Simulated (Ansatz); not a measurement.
C₆H: geometry relaxation (part 2 of 3)

Continued. System: C₆H (slab, 7 atoms in the cell). Method: DFT PBE+D3(BJ), scalar-relativistic, plane waves, PAW, spin-polarised (Ansatz 0.2.0); cutoff 420 eV, 12×12×1 k-mesh, Gaussian smearing of 0.05 eV, collinear spins. The structure derives from an entry of the Crystallography Open Database. The input holds or restrains some coordinates. Forces given for the steps count only the free coordinates. It belongs to a series of runs on one base structure; here: H put at a top C site.

Geometry of the input (Å; fractional positions):
```
2.4650  0.0000  0.0000
-1.2325  2.1348  0.0000
0.0000  0.0000  25.6987
C  0.6667  0.3333  0.3308
C  0.3333  0.6667  0.3308
C  0.3333  0.6667  0.4611
C  0.0000  0.0000  0.4611
C  0.0000  0.0000  0.5914
C  0.6667  0.3333  0.5914
H  0.6667  0.3333  0.6334
```

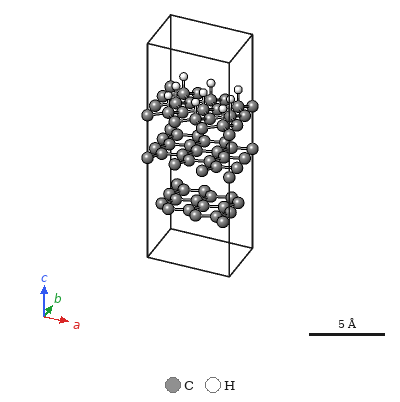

Figure 1. The geometry at step 5 of the log (ball-and-stick view of the 3 × 3 repeat of the cell, with the vacuum cut short, seen slightly off an axis).

What the program printed, continued
```
SCF iter   1: F=—  HF=-1520.237725 eV  |F-HF|=—  |Δ(HF+E_count)|=         —  Δρ=7.66e-3 (↑7.47e-3 ↓7.66e-3)  dr2=3.83e-1  dr2_m=1.37e-3  M=0.034 μB ∫|m|=0.047 μB  β_m=0.66  ethr=1.54e-3  p=0.039 e·Å  D=5.24e-2 V/Å  ΔV_dip=-1.35 eV  dr2_dipole=6.23e-2  V_vac-E_F(+/−)=3.11/4.46 eV  ⟨swp⟩=1.0  Hψ=4096  notcnv=0  defer=35
efield: sawtooth ramp at fractional position 0.9621 (handed on by an earlier solve), width 0.0400; the density the first Hamiltonian is built on has a dipole p = 0.039 e·Å; the dipole correction subtracts the counter field D = 5.24e-2 V/Å, which shifts the + side's vacuum level by -1.35 eV against the − side's; the planar-averaged density in the ramp window peaks in size at 2.3e-6 e/Å³
preconditioner: auto → none  [insulator: Δε(μ)=0.074 eV  Ē_g=15.197 eV  σ=0.050 eV  W_gap=0.61  n_scr=16 (ndim 8)  ℏωp=16.0 eV  f_vac=0.577  D(μ)=0.82/eV (n_scr^D=8)  ε∞_Penn≈2.1]
SCF iter   2: F=—  HF=-1520.447861 eV  |F-HF|=—  |Δ(HF+E_count)|=   2.10e-1  Δρ=9.34e-3 (↑8.57e-3 ↓9.34e-3)  dr2=9.09e0  dr2_m=9.57e-4  M=0.073 μB ∫|m|=0.075 μB  β_m=0.09  ethr=1.53e-3  p=-0.052 e·Å  D=-7.01e-2 V/Å  ΔV_dip=1.80 eV  dr2_dipole=4.46e0  V_vac-E_F(+/−)=4.12/2.32 eV  ⟨swp⟩=3.5  Hψ=1946  notcnv=0  defer=76  recentre
preconditioner: auto → LDOS  [metal: Δε(μ)=0.025 eV  Ē_g=15.408 eV  σ=0.050 eV  W_gap=0.27  n_scr=16 (ndim 8)  ℏωp=16.0 eV  f_vac=0.575  D(μ)=1.89/eV (n_scr^D=12)]
spin=Collinear: LDOS preconditioning applied to the charge; magnetization (m = ρ↑ − ρ↓) channel mixes plain (no charge-response kernel on spin).
density mixer auto → msr1: a metal under ldos (density of states about μ 0.72 of a free-electron gas's, 16 screened modes)
SCF iter   3: F=—  HF=-1520.203823 eV  |F-HF|=—  |Δ(HF+E_count)|=   2.44e-1  Δρ=6.53e-3 (↑6.36e-3 ↓6.53e-3)  dr2=2.19e-1  dr2_m=1.22e-3  M=0.028 μB ∫|m|=0.041 μB  β_m=0.10  ethr=1.53e-3  p=0.033 e·Å  D=4.37e-2 V/Å  ΔV_dip=-1.12 eV  dr2_dipole=2.39e-2  V_vac-E_F(+/−)=3.17/4.29 eV  ⟨swp⟩=2.7  Hψ=1487  notcnv=0  defer=63
SCF iter   4: F=—  HF=-1520.181480 eV  |F-HF|=—  |Δ(HF+E_count)|=   2.23e-2  Δρ=5.15e-3 (↑5.09e-3 ↓5.15e-3)  dr2=1.13e-1  dr2_m=8.26e-4  M=0.029 μB ∫|m|=0.040 μB  β_m=0.38  ethr=8.76e-4  p=0.024 e·Å  D=3.16e-2 V/Å  ΔV_dip=-0.81 eV  dr2_dipole=4.93e-3  V_vac-E_F(+/−)=3.28/4.09 eV  ⟨swp⟩=1.7  Hψ=1119  notcnv=0  defer=77
SCF iter   5: F=—  HF=-1520.160297 eV  |F-HF|=—  |Δ(HF+E_count)|=   2.12e-2  Δρ=1.94e-3 (↑1.91e-3 ↓1.94e-3)  dr2=5.30e-2  dr2_m=7.37e-5  M=0.027 μB ∫|m|=0.032 μB  β_m=0.37  ethr=4.50e-4  p=0.018 e·Å  D=2.35e-2 V/Å  ΔV_dip=-0.60 eV  dr2_dipole=1.65e-2  V_vac-E_F(+/−)=3.27/3.88 eV  ⟨swp⟩=2.4  Hψ=1142  notcnv=0  defer=81
SCF iter   6: F=—  HF=-1520.157042 eV  |F-HF|=—  |Δ(HF+E_count)|=   3.25e-3  Δρ=8.74e-4 (↑8.01e-4 ↓8.74e-4)  dr2=2.75e-2  dr2_m=2.99e-5  M=0.022 μB ∫|m|=0.027 μB  β_m=0.42  ethr=2.12e-4  p=0.020 e·Å  D=2.73e-2 V/Å  ΔV_dip=-0.70 eV  dr2_dipole=7.77e-3  V_vac-E_F(+/−)=3.27/3.97 eV  ⟨swp⟩=1.6  Hψ=835  notcnv=0  defer=84
SCF iter   7: F=—  HF=-1520.155395 eV  |F-HF|=—  |Δ(HF+E_count)|=   1.65e-3  Δρ=6.84e-4 (↑6.07e-4 ↓6.84e-4)  dr2=1.28e-2  dr2_m=2.65e-5  M=0.014 μB ∫|m|=0.018 μB  β_m=0.71  ethr=1.10e-4  p=0.024 e·Å  D=3.27e-2 V/Å  ΔV_dip=-0.84 eV  dr2_dipole=7.02e-4  V_vac-E_F(+/−)=3.25/4.09 eV  ⟨swp⟩=1.6  Hψ=778  notcnv=0  defer=84
SCF iter   8: F=—  HF=-1520.153995 eV  |F-HF|=—  |Δ(HF+E_count)|=   1.40e-3  Δρ=4.82e-4 (↑3.93e-4 ↓4.82e-4)  dr2=5.08e-3  dr2_m=1.21e-5  M=0.010 μB ∫|m|=0.012 μB  β_m=0.66  ethr=5.14e-5  p=0.026 e·Å  D=3.51e-2 V/Å  ΔV_dip=-0.90 eV  dr2_dipole=3.43e-4  V_vac-E_F(+/−)=3.28/4.18 eV  ⟨swp⟩=1.6  Hψ=1113  notcnv=0  defer=88
SCF iter   9: F=—  HF=-1520.153636 eV  |F-HF|=—  |Δ(HF+E_count)|=   3.59e-4  Δρ=4.63e-4 (↑4.15e-4 ↓4.63e-4)  dr2=3.37e-3  dr2_m=5.54e-6  M=0.004 μB ∫|m|=0.006 μB  β_m=0.83  ethr=2.03e-5  p=0.028 e·Å  D=3.71e-2 V/Å  ΔV_dip=-0.95 eV  dr2_dipole=1.64e-3  V_vac-E_F(+/−)=3.31/4.26 eV  ⟨swp⟩=1.6  Hψ=768  notcnv=0  defer=89
SCF iter  10: F=—  HF=-1520.153500 eV  |F-HF|=—  |Δ(HF+E_count)|=   1.35e-4  Δρ=2.94e-4 (↑2.75e-4 ↓2.94e-4)  dr2=4.60e-3  dr2_m=1.21e-6  M=0.002 μB ∫|m|=0.004 μB  β_m=0.91  ethr=1.35e-5  p=0.027 e·Å  D=3.63e-2 V/Å  ΔV_dip=-0.93 eV  dr2_dipole=2.66e-3  V_vac-E_F(+/−)=3.34/4.27 eV  ⟨swp⟩=1.5  Hψ=760  notcnv=0  defer=89
SCF iter  11: F=—  HF=-1520.153402 eV  |F-HF|=—  |Δ(HF+E_count)|=   9.89e-5  Δρ=2.90e-4 (↑2.78e-4 ↓2.90e-4)  dr2=1.15e-3  dr2_m=2.80e-7  M=0.002 μB ∫|m|=0.003 μB  β_m=0.67  ethr=1.35e-5  p=0.024 e·Å  D=3.26e-2 V/Å  ΔV_dip=-0.84 eV  dr2_dipole=2.54e-4  V_vac-E_F(+/−)=3.39/4.23 eV  ⟨swp⟩=1.6  Hψ=776  notcnv=0  defer=89
SCF iter  12: F=—  HF=-1520.153292 eV  |F-HF|=—  |Δ(HF+E_count)|=   1.09e-4  Δρ=1.06e-4 (↑1.06e-4 ↓1.05e-4)  dr2=5.16e-4  dr2_m=6.00e-8  M=0.002 μB ∫|m|=0.002 μB  β_m=0.72  ethr=4.61e-6  p=0.024 e·Å  D=3.23e-2 V/Å  ΔV_dip=-0.83 eV  dr2_dipole=1.71e-4  V_vac-E_F(+/−)=3.41/4.24 eV  ⟨swp⟩=2.0  Hψ=903  notcnv=0  defer=90
iter 13 did not close the SCF: its close was put off for a magnetic moment that had not settled (scf_convergence_deferred on its scf_iter line)
SCF iter  13: F=-1520.153239 eV  HF=-1520.153260 eV  |F-HF|=2.02e-5  |Δ(HF+E_count)|=   3.26e-5  Δρ=4.02e-5 (↑3.65e-5 ↓4.02e-5)  dr2=1.80e-5  dr2_m=3.45e-8  M=0.001 μB ∫|m|=0.001 μB  β_m=0.70  ethr=4.00e-7  p=0.024 e·Å  D=3.25e-2 V/Å  ΔV_dip=-0.83 eV  dr2_dipole=7.09e-6  V_vac-E_F(+/−)=3.41/4.24 eV  ⟨swp⟩=19.7  Hψ=7460  notcnv=0
SCF iter  14: F=-1520.153258 eV  HF=-1520.153258 eV  |F-HF|=3.15e-7  |Δ(HF+E_count)|=   1.47e-6  Δρ=1.37e-5 (↑1.21e-5 ↓1.37e-5)  dr2=1.28e-6  dr2_m=1.87e-8  M=0.001 μB ∫|m|=0.001 μB  ethr=7.21e-8  p=0.024 e·Å  D=3.22e-2 V/Å  ΔV_dip=-0.83 eV  dr2_dipole=3.98e-7  V_vac-E_F(+/−)=3.42/4.25 eV  ⟨swp⟩=13.1  Hψ=6034  notcnv=0
the starting moments were not kept: the SCF closed with an absolute magnetisation of 1.0e-3 μB, where they sum to 1 μB in size (1 site). That is at most 0.1 of that sum. Measured as dr2_m measures the in/out step, that magnetisation stands 1.3e-7 eV from none, at or under the dr2_threshold of 1.0e-4 eV: it is no larger than a step whose dr2_m would equal this threshold.
SCF 2 converged in 14 iterations: F = -1520.153258 eV  dr2 = 1.28e-6
  greatest PAW one-centre occupation: 0.675 electrons in one spin orbital (limit 2), on the C atom at site 5 (counted from 0), in its partial waves of l = 0
relax step   2: F+E_penalty+E_count = -1520.15325777 eV  Δ(F+E_penalty+E_count) = -3.394e-1 eV  max|allowed force component| = 2.100e0 eV/Å  Δτ_max = 0.1203 Å  (14 SCF iters, dr2 threshold 1.00e-4 eV, accepted)
[... from here on the SCF iterations and repeated set-up lines of each step are left out, up to the last step ...]
SCF 3 converged in 18 iterations: F = -1520.315685 eV  dr2 = 1.23e-7
relax step   3: F+E_penalty+E_count = -1520.31568519 eV  Δ(F+E_penalty+E_count) = -1.624e-1 eV  max|allowed force component| = 1.310e0 eV/Å  Δτ_max = 0.1926 Å  (18 SCF iters, dr2 threshold 1.00e-4 eV, accepted)
SCF 4 converged in 12 iterations: F = -1520.379547 eV  dr2 = 5.80e-7
relax step   4: F+E_penalty+E_count = -1520.37954660 eV  Δ(F+E_penalty+E_count) = -6.386e-2 eV  max|allowed force component| = 3.127e-1 eV/Å  Δτ_max = 0.0743 Å  (12 SCF iters, dr2 threshold 1.00e-4 eV, accepted)
SCF 5 converged in 15 iterations: F = -1520.378589 eV  dr2 = 1.52e-10
relax step   5: F+E_penalty+E_count = -1520.37858923 eV  Δ(F+E_penalty+E_count) = +9.574e-4 eV  max|allowed force component| = 8.964e-2 eV/Å  Δτ_max = 0.1239 Å  (15 SCF iters, dr2 threshold 6.11e-6 eV, rejected (line search))
SCF 6 converged in 22 iterations: F = -1520.382346 eV  dr2 = 1.61e-9
relax step   6: F+E_penalty+E_count = -1520.38234554 eV  Δ(F+E_penalty+E_count) = -2.799e-3 eV  max|allowed force component| = 3.987e-2 eV/Å  Δτ_max = 0.0300 Å  (22 SCF iters, accepted)
SCF iter   1: F=—  HF=-1520.382420 eV  |F-HF|=—  |Δ(HF+E_count)|=         —  Δρ=5.43e-4 (↑4.75e-4 ↓5.43e-4)  dr2=1.12e-3  dr2_m=7.91e-5  M=-0.000 μB ∫|m|=0.003 μB  β_m=0.30  ethr=5.60e-5  p=0.012 e·Å  D=1.55e-2 V/Å  ΔV_dip=-0.40 eV  dr2_dipole=3.38e-5  V_vac-E_F(+/−)=3.87/4.27 eV  ⟨swp⟩=2.0  Hψ=2040  notcnv=0  defer=82
efield: sawtooth ramp at fractional position 0.9621 (handed on by an earlier solve), width 0.0400; the density the first Hamiltonian is built on has a dipole p = 0.012 e·Å; the dipole correction subtracts the counter field D = 1.55e-2 V/Å, which shifts the + side's vacuum level by -0.40 eV against the − side's; the planar-averaged density in the ramp window peaks in size at 2.8e-6 e/Å³
preconditioner: auto → LDOS  [metal: Δε(μ)=0.045 eV  Ē_g=15.223 eV  σ=0.050 eV  W_gap=0.43  n_scr=16 (ndim 8)  ℏωp=16.0 eV  f_vac=0.572  D(μ)=0.85/eV (n_scr^D=8)]
spin=Collinear: LDOS preconditioning applied to the charge; magnetization (m = ρ↑ − ρ↓) channel mixes plain (no charge-response kernel on spin).
SCF iter   2: F=—  HF=-1520.382337 eV  |F-HF|=—  |Δ(HF+E_count)|=   8.31e-5  Δρ=3.62e-4 (↑3.04e-4 ↓3.62e-4)  dr2=3.15e-4  dr2_m=4.44e-5  M=-0.000 μB ∫|m|=0.002 μB  β_m=0.47  ethr=4.48e-6  p=0.012 e·Å  D=1.56e-2 V/Å  ΔV_dip=-0.40 eV  dr2_dipole=1.09e-5  V_vac-E_F(+/−)=3.87/4.27 eV  ⟨swp⟩=1.5  Hψ=1156  notcnv=0  defer=82
density mixer auto → msr1: a metal under ldos (density of states about μ 0.75 of a free-electron gas's, 16 screened modes)
SCF iter   3: F=—  HF=-1520.382386 eV  |F-HF|=—  |Δ(HF+E_count)|=   4.97e-5  Δρ=1.19e-4 (↑8.84e-5 ↓1.19e-4)  dr2=2.20e-5  dr2_m=6.98e-6  M=-0.000 μB ∫|m|=0.001 μB  β_m=0.57  ethr=1.26e-6  p=0.012 e·Å  D=1.55e-2 V/Å  ΔV_dip=-0.40 eV  dr2_dipole=3.30e-6  V_vac-E_F(+/−)=3.87/4.27 eV  ⟨swp⟩=2.0  Hψ=1018  notcnv=0  defer=82
SCF iter   4: F=—  HF=-1520.382406 eV  |F-HF|=—  |Δ(HF+E_count)|=   1.93e-5  Δρ=3.12e-5 (↑2.56e-5 ↓3.12e-5)  dr2=2.91e-6  dr2_m=5.67e-7  M=-0.000 μB ∫|m|=0.000 μB  β_m=0.64  ethr=8.79e-8  p=0.012 e·Å  D=1.54e-2 V/Å  ΔV_dip=-0.40 eV  dr2_dipole=5.14e-7  V_vac-E_F(+/−)=3.87/4.27 eV  ⟨swp⟩=2.0  Hψ=1158  notcnv=0  defer=82
SCF iter   5: F=—  HF=-1520.382408 eV  |F-HF|=—  |Δ(HF+E_count)|=   2.94e-6  Δρ=1.17e-5 (↑1.13e-5 ↓1.17e-5)  dr2=6.49e-7  dr2_m=3.44e-8  M=0.000 μB ∫|m|=0.000 μB  β_m=0.57  ethr=1.16e-8  p=0.012 e·Å  D=1.54e-2 V/Å  ΔV_dip=-0.40 eV  dr2_dipole=6.13e-8  V_vac-E_F(+/−)=3.87/4.27 eV  ⟨swp⟩=2.0  Hψ=1069  notcnv=0  defer=82
iter 6 did not close the SCF: its close was put off for a magnetic moment that had not settled (scf_convergence_deferred on its scf_iter line)
SCF iter   6: F=-1520.382409 eV  HF=-1520.382409 eV  |F-HF|=2.14e-7  |Δ(HF+E_count)|=   3.84e-7  Δρ=4.45e-6 (↑4.42e-6 ↓4.45e-6)  dr2=5.45e-8  dr2_m=9.77e-9  M=0.000 μB ∫|m|=0.000 μB  β_m=0.59  ethr=4.00e-10  p=0.012 e·Å  D=1.54e-2 V/Å  ΔV_dip=-0.40 eV  dr2_dipole=4.20e-9  V_vac-E_F(+/−)=3.87/4.27 eV  ⟨swp⟩=13.9  Hψ=6156  notcnv=0
iter 7 did not close the SCF: its close was put off for a magnetic moment that had not settled (scf_convergence_deferred on its scf_iter line)
SCF iter   7: F=-1520.382409 eV  HF=-1520.382409 eV  |F-HF|=2.74e-8  |Δ(HF+E_count)|=   2.24e-7  Δρ=1.20e-6 (↑1.20e-6 ↓1.05e-6)  dr2=2.66e-9  dr2_m=1.14e-9  M=0.000 μB ∫|m|=0.000 μB  β_m=0.65  ethr=2.18e-10  p=0.012 e·Å  D=1.54e-2 V/Å  ΔV_dip=-0.40 eV  dr2_dipole=6.92e-10  V_vac-E_F(+/−)=3.87/4.27 eV  ⟨swp⟩=10.0  Hψ=5267  notcnv=0
iter 8 did not close the SCF: its close was put off for a magnetic moment that had not settled (scf_convergence_deferred on its scf_iter line)
SCF iter   8: F=-1520.382409 eV  HF=-1520.382409 eV  |F-HF|=1.23e-9  |Δ(HF+E_count)|=   2.89e-8  Δρ=3.58e-7 (↑3.58e-7 ↓3.50e-7)  dr2=2.12e-10  dr2_m=1.18e-10  M=0.000 μB ∫|m|=0.000 μB  β_m=0.72  ethr=1.06e-11  p=0.012 e·Å  D=1.54e-2 V/Å  ΔV_dip=-0.40 eV  dr2_dipole=3.88e-11  V_vac-E_F(+/−)=3.87/4.27 eV  ⟨swp⟩=8.7  Hψ=4696  notcnv=0
SCF iter   9: F=-1520.382409 eV  HF=-1520.382409 eV  |F-HF|=2.49e-10  |Δ(HF+E_count)|=   1.14e-9  Δρ=1.24e-7 (↑1.24e-7 ↓1.09e-7)  dr2=7.30e-11  dr2_m=4.90e-12  M=0.000 μB ∫|m|=0.000 μB  ethr=1.00e-12  p=0.012 e·Å  D=1.54e-2 V/Å  ΔV_dip=-0.40 eV  dr2_dipole=4.86e-12  V_vac-E_F(+/−)=3.87/4.27 eV  ⟨swp⟩=6.0  Hψ=4093  notcnv=0
the starting moments were not kept: the SCF closed with an absolute magnetisation of 1.4e-6 μB, where they sum to 1 μB in size (1 site). That is at most 0.1 of that sum. Measured as dr2_m measures the in/out step, that magnetisation stands 5.6e-13 eV from none, at or under the dr2_threshold of 1.0e-7 eV: it is no larger than a step whose dr2_m would equal this threshold.
SCF 7 converged in 9 iterations: F = -1520.382409 eV  dr2 = 7.30e-11
relax step   7: F+E_penalty+E_count = -1520.38240912 eV  Δ(F+E_penalty+E_count) = -6.358e-5 eV  max|allowed force component| = 7.225e-3 eV/Å  Δτ_max = 0.0072 Å  (9 SCF iters, accepted)
```

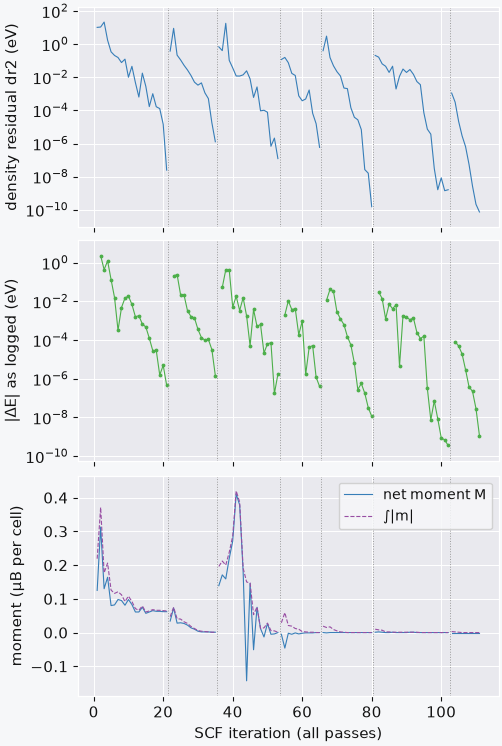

Figure 2. Convergence of the self-consistent field: density residual dr2, size of the energy change and magnetic moment against the SCF iteration. The dotted lines part the SCF passes of the relaxation: geometry steps, rejected trials and re-solves on a re-selected basis. The 7 passes take 9 to 22 iterations each, 111 in all. The net moment goes from 0.1 to 0.0 μB per cell, and ∫|m| falls to zero.

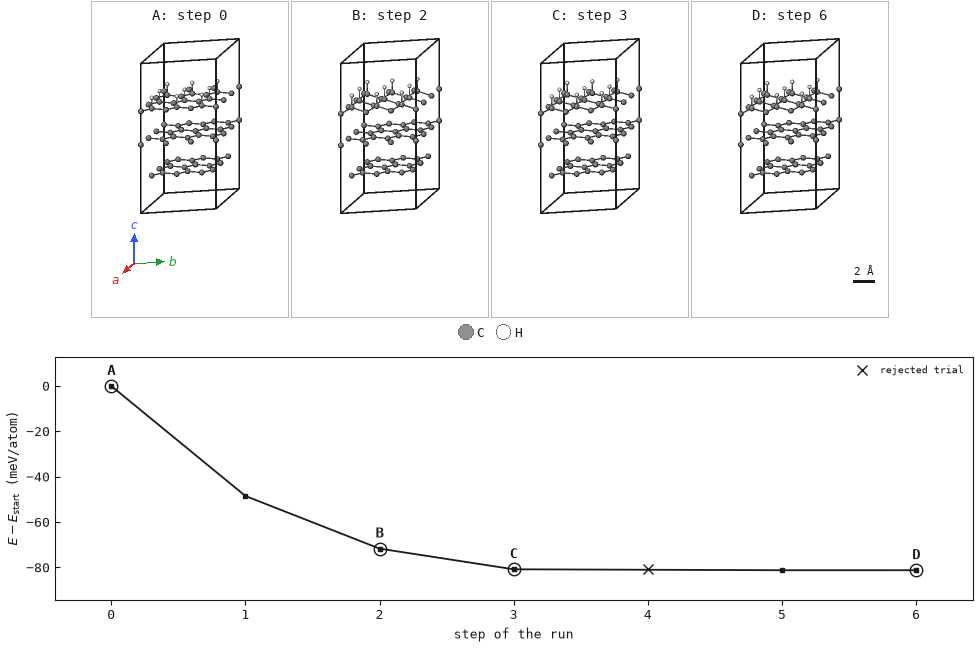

Figure 3. Frames of the restrained relaxation (ball-and-stick view of the 3 × 3 repeat of the cell, with the vacuum cut short, seen slightly off an axis) above the curves, on which the letters mark them (the first geometry is step 0 here and step 1 in the log).
